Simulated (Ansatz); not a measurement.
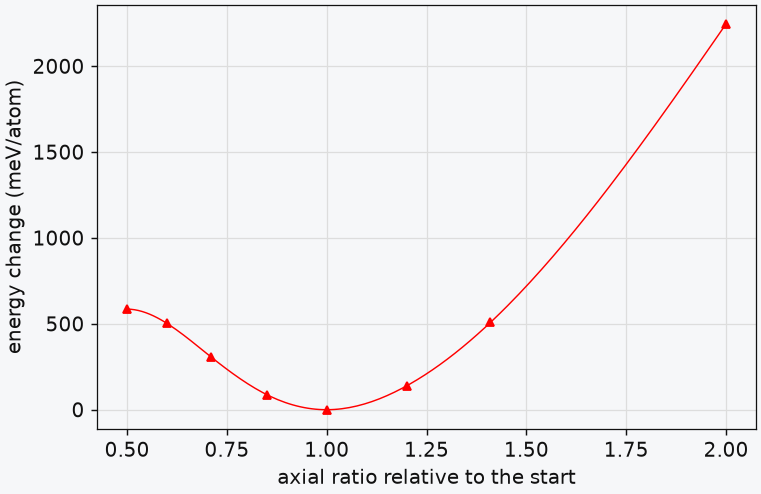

Plotted: energy change against relative axial ratio for Cu, space group Fm-3m (No. 225).

Starting cell:
```xyz
1
Lattice="0.0000 1.8075 1.8075 1.8075 0.0000 1.8075 1.8075 1.8075 0.0000" Properties=species:S:1:pos:R:3 pbc="T T T"
Cu    0.0000    0.0000    0.0000
```

Method: deformation of a crystal at fixed volume, lengths along the axis scaled against those across it, fractional coordinates fixed, by plane-wave density functional theory with PAW datasets, free energies less that of the undisturbed cell; scalar-relativistic (Ansatz 0.2.0). Level: PBEsol, no spin polarisation.

```tsv
setting	value
wave cutoff	420 eV
k mesh	24×24×24
occupations	Gaussian
smearing width	0.15 eV
k shift	(0, 0, 0) (mesh steps)
start	as given
path	trigonal
axis direction	(0.5774, 0.5774, 0.5774) (Cartesian unit vector)
```

Q: At which relative axial ratio is the energy change least?

A: The lowest computed point is at relative axial ratio 1.00 (0 meV/atom), and no other minimum shows.

Note: reference crystal is not relaxed.
